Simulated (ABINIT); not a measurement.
## Geometry relaxation of MnS (part 2 of 3)

MnS (2 atoms in the cell); Kohn-Sham DFT of a periodic cell, LDA, PseudoDojo NC SR LDA v0.4.1 standard, spin-polarised (ABINIT 10.8.3); cutoff 1306.15 eV, 7×7×7 k-mesh, fermi-dirac of 0.05 eV, collinear spins. The structure derives from an entry of the Crystallography Open Database.

Geometry of the input (Å; fractional positions):
```
0.0000  2.6045  2.6045
2.6045  0.0000  2.6045
2.6045  2.6045  0.0000
Mn 0.0000  0.0000  0.0000
S  0.5000  0.5000  0.5000
```

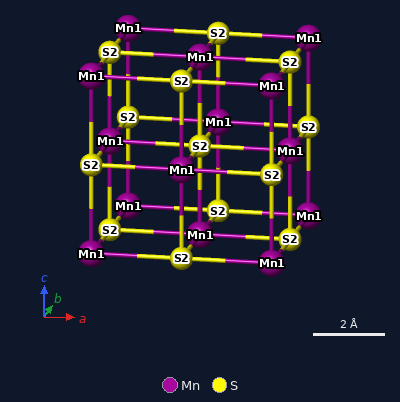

**Figure 1.** The starting structure (ball-and-stick view of the cell 4 times as large as that of the calculation, set on its symmetry axes, seen slightly off an axis; atoms are numbered from 1 in the order of the input). An atom can appear more than once, as a periodic image.

Output, continued
```
     iter   Etot(hartree)      deltaE(h)  residm     vres2   difmagsph maxmagsph
 ETOT  1  -119.12175494264    -1.191E+02 1.771E-02 1.312E+04 2.758E+00 2.758E+00
 ETOT  2  -114.72597792391     4.396E+00 3.179E-02 9.070E+04 2.283E+00 4.753E-01
 ETOT  3  -119.85567539902    -5.130E+00 1.367E-01 1.478E+02 3.037E+00 3.513E+00
 ETOT  4  -119.87164997356    -1.597E-02 3.101E-02 1.246E+02 3.188E-02 3.544E+00
 ETOT  5  -119.87810552192    -6.456E-03 1.393E-03 3.573E+01 1.377E-01 3.682E+00
 ETOT  6  -119.88010023944    -1.995E-03 1.690E-04 6.235E+00 1.338E-01 3.816E+00
 ETOT  7  -119.88035098880    -2.507E-04 5.125E-05 2.112E+00 6.552E-02 3.882E+00
 ETOT  8  -119.88048244305    -1.315E-04 1.499E-05 2.714E-01 2.436E-03 3.883E+00
 ETOT  9  -119.88049727545    -1.483E-05 8.282E-06 1.512E-02 9.769E-04 3.883E+00
 ETOT 10  -119.88049810491    -8.295E-07 1.014E-05 5.784E-04 1.768E-03 3.885E+00
 ETOT 11  -119.88049813493    -3.002E-08 6.081E-06 1.987E-04 5.162E-04 3.885E+00
 ETOT 12  -119.88049814652    -1.159E-08 8.140E-06 4.001E-07 1.159E-04 3.885E+00
 ETOT 13  -119.88049814657    -4.690E-11 4.997E-06 2.976E-08 1.427E-05 3.885E+00
 ETOT 14  -119.88049814658    -4.633E-12 6.829E-06 4.389E-10 4.162E-06 3.885E+00
 ETOT 15  -119.88049814658    -5.969E-13 4.224E-06 1.587E-11 6.195E-07 3.885E+00
 ETOT 16  -119.88049814657     4.164E-12 5.805E-06 4.157E-13 1.605E-07 3.885E+00

 At SCF step   16       vres2   =  4.16E-13 < tolvrs=  1.00E-12 =>converged.

 Cartesian components of stress tensor (hartree/bohr^3)
  sigma(1 1)=  3.29607680E-04  sigma(3 2)=  0.00000000E+00
  sigma(2 2)=  3.29607680E-04  sigma(3 1)=  0.00000000E+00
  sigma(3 3)=  3.29607680E-04  sigma(2 1)=  0.00000000E+00

--- !ResultsGS
iteration_state: {dtset: 1, itime: 2, icycle: 1, }
comment   : Summary of ground state results
lattice_vectors:
- [  0.0000000,   4.8652913,   4.8652913, ]
- [  4.8652913,   0.0000000,   4.8652913, ]
- [  4.8652913,   4.8652913,   0.0000000, ]
lattice_lengths: [   6.88056,    6.88056,    6.88056, ]
lattice_angles: [ 60.000,  60.000,  60.000, ] # degrees, (23, 13, 12)
lattice_volume:   2.3033321E+02
convergence: {deltae:  4.164E-12, res2:  4.157E-13, residm:  5.805E-06, diffor: null, }
etotal    :  -1.19880498E+02
entropy   :   0.00000000E+00
fermie    :   2.76025074E-01
cartesian_stress_tensor: # hartree/bohr^3
- [  3.29607680E-04,   0.00000000E+00,   0.00000000E+00, ]
- [  0.00000000E+00,   3.29607680E-04,   0.00000000E+00, ]
- [  0.00000000E+00,   0.00000000E+00,   3.29607680E-04, ]
pressure_GPa:  -9.6974E+00
xred      :
- [  0.0000E+00,   0.0000E+00,   0.0000E+00, Mn]
- [  5.0000E-01,   5.0000E-01,   5.0000E-01,  S]
cartesian_forces: # hartree/bohr
- [ -0.00000000E+00,  -0.00000000E+00,  -0.00000000E+00, ]
- [ -0.00000000E+00,  -0.00000000E+00,  -0.00000000E+00, ]
force_length_stats: {min:   0.00000000E+00, max:   0.00000000E+00, mean:   0.00000000E+00, }
...

 Integrated electronic and magnetization densities in atomic spheres:
 ------------------------------------------------------------------------------------------------------------
 Radius=ratsph(iatom), smearing ratsm=  0.0000. Diff(up-dn)=approximate z local magnetic moment.
    Atom    Radius    up_density   dn_density  Total(up+dn)  Diff(up-dn)
    1 Mn   2.00000     8.337745     4.452899     12.790644     3.884846
    2  S   2.00000     2.008652     1.882078      3.890730     0.126574
 ------------------------------------------------------------------------------------------------------------
  Sum:                10.346397     6.334977     16.681374     4.011419
 Total magnetization (from the atomic spheres):                4.011419
 Total magnetization (exact up - dn):                          4.535155

---OUTPUT-----------------------------------------------------------------------

 Cartesian coordinates (xcart) [bohr]
  0.00000000000000E+00  0.00000000000000E+00  0.00000000000000E+00
  4.86529134859153E+00  4.86529134859153E+00  4.86529134859153E+00
 Reduced coordinates (xred)
  0.00000000000000E+00  0.00000000000000E+00  0.00000000000000E+00
  5.00000000000000E-01  5.00000000000000E-01  5.00000000000000E-01
 Cartesian forces (fcart) [Ha/bohr]; max,rms= 0.00000E+00 0.00000E+00 (free atoms)
 -0.00000000000000E+00 -0.00000000000000E+00 -0.00000000000000E+00
 -0.00000000000000E+00 -0.00000000000000E+00 -0.00000000000000E+00
 Gradient of E wrt nuclear positions in reduced coordinates (gred)
  0.00000000000000E+00  0.00000000000000E+00  0.00000000000000E+00
  0.00000000000000E+00  0.00000000000000E+00  0.00000000000000E+00
 Scale of Primitive Cell (acell) [bohr]
  6.88056101007462E+00  6.88056101007462E+00  6.88056101007462E+00
 Real space primitive translations (rprimd) [bohr]
  0.00000000000000E+00  4.86529134859153E+00  4.86529134859153E+00
  4.86529134859153E+00  0.00000000000000E+00  4.86529134859153E+00
  4.86529134859153E+00  4.86529134859153E+00  0.00000000000000E+00
 Unitary Cell Volume (ucvol) [Bohr^3]=  2.30333205951919E+02
 Angles (23,13,12)= [degrees]
  6.00000000000000E+01  6.00000000000000E+01  6.00000000000000E+01
 Lengths [Bohr]
  6.88056101007462E+00  6.88056101007462E+00  6.88056101007462E+00
 Stress tensor in cartesian coordinates (strten) [Ha/bohr^3]
  3.29607679597995E-04  0.00000000000000E+00  0.00000000000000E+00
  0.00000000000000E+00  3.29607679597995E-04  0.00000000000000E+00
  0.00000000000000E+00  0.00000000000000E+00  3.29607679597993E-04
 Total energy (etotal) [Ha]= -1.19880498146573E+02

 Difference of energy with previous step (new-old):
           Absolute (Ha)=-2.89908E-03
           Relative     =-2.41834E-05

--- Iteration: ( 3/50) Internal Cycle: (1/1)
--------------------------------------------------------------------------------

---SELF-CONSISTENT-FIELD CONVERGENCE--------------------------------------------

--- !BeginCycle
iteration_state: {dtset: 1, itime: 3, icycle: 1, }
solver: {iscf: 7, nstep: 80, nline: 4, wfoptalg: 0, }
tolerances: {tolvrs: 1.00E-12, }
...

     iter   Etot(hartree)      deltaE(h)  residm     vres2   difmagsph maxmagsph
 ETOT  1  -110.58560497566    -1.106E+02 2.167E+00 1.844E+05 1.249E-01 1.249E-01
 ETOT  2  -102.68338496911     7.902E+00 3.850E-01 4.107E+05 7.083E-02 6.022E-02
 ETOT  3  -116.83307985053    -1.415E+01 5.480E-01 4.761E+04 3.386E-01 3.988E-01
 ETOT  4  -119.41650423272    -2.583E+00 8.202E-01 8.018E+03 5.237E-01 9.226E-01
 ETOT  5  -119.58640236803    -1.699E-01 1.187E-01 5.601E+03 2.345E-01 1.157E+00
 ETOT  6  -119.85321172971    -2.668E-01 4.634E-03 4.110E+02 8.068E-01 1.964E+00
 ETOT  7  -119.87274692833    -1.954E-02 8.278E-03 4.019E+01 6.559E-02 2.029E+00
 ETOT  8  -119.88245687580    -9.710E-03 1.104E-03 1.602E+01 5.689E-01 2.598E+00
 ETOT  9  -119.86749747981     1.496E-02 3.736E-04 4.006E+02 3.332E-01 2.932E+00
 ETOT 10  -119.88807145868    -2.057E-02 7.065E-04 9.044E+00 3.550E-01 3.286E+00
 ETOT 11  -119.88798885771     8.260E-05 1.079E-04 1.240E+01 3.027E-02 3.256E+00
 ETOT 12  -119.88821073392    -2.219E-04 7.036E-05 6.514E+00 3.157E-02 3.225E+00
 ETOT 13  -119.88847641185    -2.657E-04 4.768E-05 3.647E-01 7.409E-03 3.217E+00
 ETOT 14  -119.88847005013     6.362E-06 1.410E-04 3.477E-01 6.311E-03 3.211E+00
 ETOT 15  -119.88853901594    -6.897E-05 6.111E-04 1.664E-01 8.303E-02 3.294E+00
 ETOT 16  -119.88852885303     1.016E-05 1.342E-03 1.388E-01 2.883E-02 3.265E+00
 ETOT 17  -119.88854656605    -1.771E-05 3.822E-03 4.647E-04 4.309E-02 3.308E+00
 ETOT 18  -119.88854649870     6.735E-08 1.150E-03 6.569E-04 6.185E-03 3.302E+00
 ETOT 19  -119.88854665385    -1.551E-07 2.191E-03 2.948E-06 4.288E-03 3.306E+00
 ETOT 20  -119.88854665449    -6.418E-10 3.895E-04 8.270E-07 5.866E-04 3.306E+00
 ETOT 21  -119.88854665503    -5.410E-10 3.903E-04 1.801E-08 2.797E-04 3.306E+00
 ETOT 22  -119.88854665503    -6.835E-12 3.297E-04 1.519E-10 1.760E-05 3.306E+00
 ETOT 23  -119.88854665503     6.153E-12 5.246E-04 5.713E-12 4.111E-06 3.306E+00
 ETOT 24  -119.88854665503    -1.975E-12 1.568E-03 2.070E-14 6.060E-07 3.306E+00

 At SCF step   24       vres2   =  2.07E-14 < tolvrs=  1.00E-12 =>converged.

 Cartesian components of stress tensor (hartree/bohr^3)
  sigma(1 1)=  7.65454223E-05  sigma(3 2)=  0.00000000E+00
  sigma(2 2)=  7.65454223E-05  sigma(3 1)=  0.00000000E+00
  sigma(3 3)=  7.65454223E-05  sigma(2 1)=  0.00000000E+00

--- !ResultsGS
iteration_state: {dtset: 1, itime: 3, icycle: 1, }
comment   : Summary of ground state results
lattice_vectors:
- [  0.0000000,   4.5853870,   4.5853870, ]
- [  4.5853870,   0.0000000,   4.5853870, ]
- [  4.5853870,   4.5853870,   0.0000000, ]
lattice_lengths: [   6.48472,    6.48472,    6.48472, ]
lattice_angles: [ 60.000,  60.000,  60.000, ] # degrees, (23, 13, 12)
lattice_volume:   1.9282263E+02
convergence: {deltae: -1.975E-12, res2:  2.070E-14, residm:  1.568E-03, diffor: null, }
etotal    :  -1.19888547E+02
entropy   :   0.00000000E+00
fermie    :   3.61757047E-01
cartesian_stress_tensor: # hartree/bohr^3
- [  7.65454223E-05,   0.00000000E+00,   0.00000000E+00, ]
- [  0.00000000E+00,   7.65454223E-05,   0.00000000E+00, ]
- [  0.00000000E+00,   0.00000000E+00,   7.65454223E-05, ]
pressure_GPa:  -2.2520E+00
xred      :
- [  0.0000E+00,   0.0000E+00,   0.0000E+00, Mn]
- [  5.0000E-01,   5.0000E-01,   5.0000E-01,  S]
cartesian_forces: # hartree/bohr
- [ -0.00000000E+00,  -0.00000000E+00,  -0.00000000E+00, ]
- [ -0.00000000E+00,  -0.00000000E+00,  -0.00000000E+00, ]
force_length_stats: {min:   0.00000000E+00, max:   0.00000000E+00, mean:   0.00000000E+00, }
...

 Integrated electronic and magnetization densities in atomic spheres:
 ------------------------------------------------------------------------------------------------------------
 Radius=ratsph(iatom), smearing ratsm=  0.0000. Diff(up-dn)=approximate z local magnetic moment.
    Atom    Radius    up_density   dn_density  Total(up+dn)  Diff(up-dn)
    1 Mn   2.00000     8.113628     4.807639     12.921267     3.305988
    2  S   2.00000     2.030659     1.951195      3.981854     0.079463
 ------------------------------------------------------------------------------------------------------------
  Sum:                10.144286     6.758834     16.903121     3.385452
 Total magnetization (from the atomic spheres):                3.385452
 Total magnetization (exact up - dn):                          3.749852

---OUTPUT-----------------------------------------------------------------------

 Cartesian coordinates (xcart) [bohr]
  0.00000000000000E+00  0.00000000000000E+00  0.00000000000000E+00
  4.58538703976297E+00  4.58538703976297E+00  4.58538703976297E+00
 Reduced coordinates (xred)
  0.00000000000000E+00  0.00000000000000E+00  0.00000000000000E+00
  5.00000000000000E-01  5.00000000000000E-01  5.00000000000000E-01
 Cartesian forces (fcart) [Ha/bohr]; max,rms= 0.00000E+00 0.00000E+00 (free atoms)
 -0.00000000000000E+00 -0.00000000000000E+00 -0.00000000000000E+00
 -0.00000000000000E+00 -0.00000000000000E+00 -0.00000000000000E+00
 Gradient of E wrt nuclear positions in reduced coordinates (gred)
  0.00000000000000E+00  0.00000000000000E+00  0.00000000000000E+00
  0.00000000000000E+00  0.00000000000000E+00  0.00000000000000E+00
 Scale of Primitive Cell (acell) [bohr]
  6.48471654036260E+00  6.48471654036261E+00  6.48471654036261E+00
 Real space primitive translations (rprimd) [bohr]
  0.00000000000000E+00  4.58538703976296E+00  4.58538703976296E+00
  4.58538703976297E+00  0.00000000000000E+00  4.58538703976297E+00
  4.58538703976297E+00  4.58538703976297E+00  0.00000000000000E+00
 Unitary Cell Volume (ucvol) [Bohr^3]=  1.92822625992994E+02
 Angles (23,13,12)= [degrees]
  6.00000000000000E+01  6.00000000000000E+01  6.00000000000000E+01
 Lengths [Bohr]
  6.48471654036260E+00  6.48471654036261E+00  6.48471654036261E+00
 Stress tensor in cartesian coordinates (strten) [Ha/bohr^3]
  7.65454222733612E-05  0.00000000000000E+00  0.00000000000000E+00
  0.00000000000000E+00  7.65454222733889E-05  0.00000000000000E+00
  0.00000000000000E+00  0.00000000000000E+00  7.65454222733941E-05
 Total energy (etotal) [Ha]= -1.19888546655030E+02

 Difference of energy with previous step (new-old):
           Absolute (Ha)=-8.04851E-03
           Relative     =-6.71355E-05

--- Iteration: ( 4/50) Internal Cycle: (1/1)
--------------------------------------------------------------------------------

---SELF-CONSISTENT-FIELD CONVERGENCE--------------------------------------------

--- !BeginCycle
iteration_state: {dtset: 1, itime: 4, icycle: 1, }
solver: {iscf: 7, nstep: 80, nline: 4, wfoptalg: 0, }
tolerances: {tolvrs: 1.00E-12, }
...

     iter   Etot(hartree)      deltaE(h)  residm     vres2   difmagsph maxmagsph
 ETOT  1  -118.91880972889    -1.189E+02 6.299E-01 1.855E+04 2.219E+00 2.219E+00
 ETOT  2  -114.44368214233     4.475E+00 2.779E-02 1.115E+05 1.999E+00 2.198E-01
 ETOT  3  -119.85907033384    -5.415E+00 1.316E-01 2.248E+02 2.429E+00 2.649E+00
 ETOT  4  -119.87431987232    -1.525E-02 1.379E-02 2.426E+02 7.192E-02 2.721E+00
 ETOT  5  -119.88716884376    -1.285E-02 1.914E-03 2.595E+01 1.235E-01 2.845E+00
 ETOT  6  -119.88885932045    -1.690E-03 2.388E-04 2.416E+00 1.354E-01 2.980E+00
 ETOT  7  -119.88897901007    -1.197E-04 4.958E-05 1.908E+00 4.946E-02 3.029E+00
 ETOT  8  -119.88909848077    -1.195E-04 7.823E-06 1.634E-01 2.144E-02 3.051E+00
 ETOT  9  -119.88910666844    -8.188E-06 1.455E-06 6.285E-03 1.066E-03 3.051E+00
 ETOT 10  -119.88910698985    -3.214E-07 3.452E-07 1.427E-03 8.164E-04 3.051E+00
 ETOT 11  -119.88910707456    -8.471E-08 8.019E-08 8.103E-06 1.398E-04 3.051E+00
 ETOT 12  -119.88910707508    -5.128E-10 2.161E-08 1.065E-07 3.527E-05 3.051E+00
 ETOT 13  -119.88910707509    -1.125E-11 4.827E-09 4.613E-09 1.285E-05 3.051E+00
 ETOT 14  -119.88910707510    -1.074E-11 1.424E-09 3.756E-10 7.885E-07 3.051E+00
 ETOT 15  -119.88910707510     2.203E-12 4.181E-10 1.210E-12 1.050E-06 3.051E+00
 ETOT 16  -119.88910707509     7.049E-12 1.544E-10 9.472E-14 4.335E-08 3.051E+00

 At SCF step   16       vres2   =  9.47E-14 < tolvrs=  1.00E-12 =>converged.

 Cartesian components of stress tensor (hartree/bohr^3)
  sigma(1 1)=  9.90760354E-06  sigma(3 2)=  0.00000000E+00
  sigma(2 2)=  9.90760354E-06  sigma(3 1)=  0.00000000E+00
  sigma(3 3)=  9.90760354E-06  sigma(2 1)=  0.00000000E+00

--- !ResultsGS
iteration_state: {dtset: 1, itime: 4, icycle: 1, }
comment   : Summary of ground state results
lattice_vectors:
- [  0.0000000,   4.5178379,   4.5178379, ]
- [  4.5178379,   0.0000000,   4.5178379, ]
- [  4.5178379,   4.5178379,   0.0000000, ]
lattice_lengths: [   6.38919,    6.38919,    6.38919, ]
lattice_angles: [ 60.000,  60.000,  60.000, ] # degrees, (23, 13, 12)
lattice_volume:   1.8442590E+02
convergence: {deltae:  7.049E-12, res2:  9.472E-14, residm:  1.544E-10, diffor: null, }
etotal    :  -1.19889107E+02
entropy   :   0.00000000E+00
fermie    :   3.84263049E-01
cartesian_stress_tensor: # hartree/bohr^3
- [  9.90760354E-06,   0.00000000E+00,   0.00000000E+00, ]
- [  0.00000000E+00,   9.90760354E-06,   0.00000000E+00, ]
- [  0.00000000E+00,   0.00000000E+00,   9.90760354E-06, ]
pressure_GPa:  -2.9149E-01
xred      :
- [  0.0000E+00,   0.0000E+00,   0.0000E+00, Mn]
- [  5.0000E-01,   5.0000E-01,   5.0000E-01,  S]
cartesian_forces: # hartree/bohr
- [ -0.00000000E+00,  -0.00000000E+00,  -0.00000000E+00, ]
- [ -0.00000000E+00,  -0.00000000E+00,  -0.00000000E+00, ]
force_length_stats: {min:   0.00000000E+00, max:   0.00000000E+00, mean:   0.00000000E+00, }
...

 Integrated electronic and magnetization densities in atomic spheres:
 ------------------------------------------------------------------------------------------------------------
 Radius=ratsph(iatom), smearing ratsm=  0.0000. Diff(up-dn)=approximate z local magnetic moment.
    Atom    Radius    up_density   dn_density  Total(up+dn)  Diff(up-dn)
    1 Mn   2.00000     8.008203     4.956881     12.965084     3.051321
    2  S   2.00000     2.033736     1.971042      4.004778     0.062694
 ------------------------------------------------------------------------------------------------------------
  Sum:                10.041939     6.927923     16.969862     3.114015
 Total magnetization (from the atomic spheres):                3.114015
 Total magnetization (exact up - dn):                          3.423966

---OUTPUT-----------------------------------------------------------------------
```
